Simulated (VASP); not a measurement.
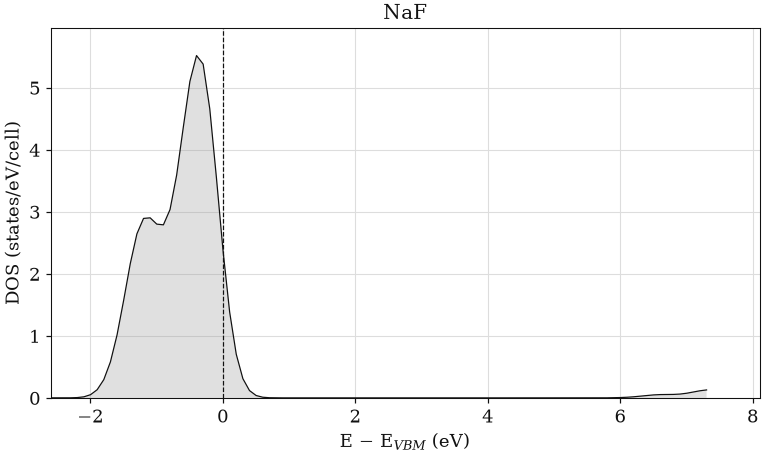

Density of states. Energies are counted from the top of the valence band. The DOS curve is built from the levels of the k mesh with Gaussians 0.55 eV wide, which also blur the band edges; ripples of that width can come from the mesh.

Structure: rocksalt NaF, space group Fm-3m, 2 atoms in the primitive cell; cubic a = 4.628 Å.

Computed with VASP 6.6.1: PBEsol, VASP PAW PBE potentials, release 64 (Na_pv, F), no spin polarisation, no spin-orbit coupling, 10×10×10 k mesh, 520 eV cutoff.

Metal or insulator, going by the density of states?

There is a gap; over the k points computed it is 6.18 eV (direct to within 0.02 eV).

Where is the tallest peak of the filled states in the window?

Within the window shown, the tallest peak of the filled states lies 0.4 eV under the valence-band top, at about 5.5 states per eV and cell.

The PAW data sets were made with another functional. LDA, GGA and most meta-GGA functionals understate gaps. The cell was built from a pattern and not relaxed, so its bond lengths can be off.
